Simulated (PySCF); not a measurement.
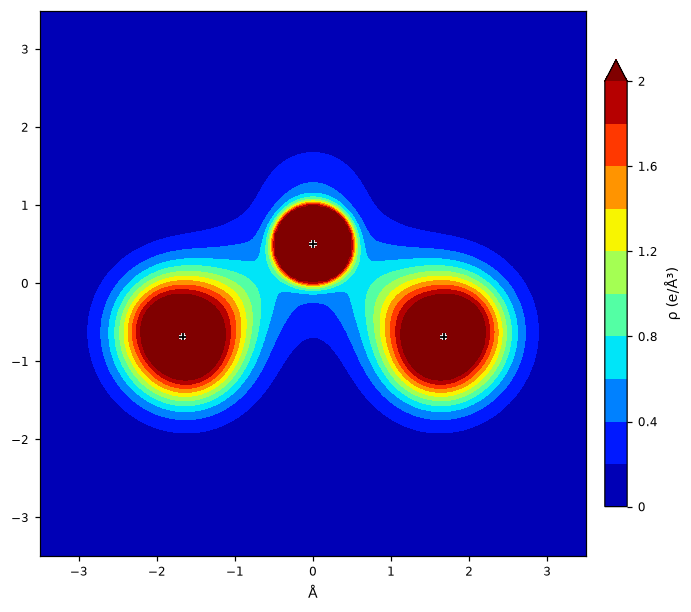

The electron density on a plane through atoms (crosses mark nuclei in the plane).

Method: PySCF, DFT single point, gas phase, functional wB97X.

Candidates:
A. Cl3HSi (SMILES Cl[SiH](Cl)Cl)
B. CBr4 (SMILES BrC(Br)(Br)Br)
C. C2H4O2 (SMILES CC(=O)O)

Which candidate gave the map?

Answer. Candidate A: Cl3HSi on the plane of atoms Cl1, Si2 and Cl3, which holds Cl and Si. Si–Cl (2.05 Å): the density is about 0.93 e/Å³ at the midpoint.
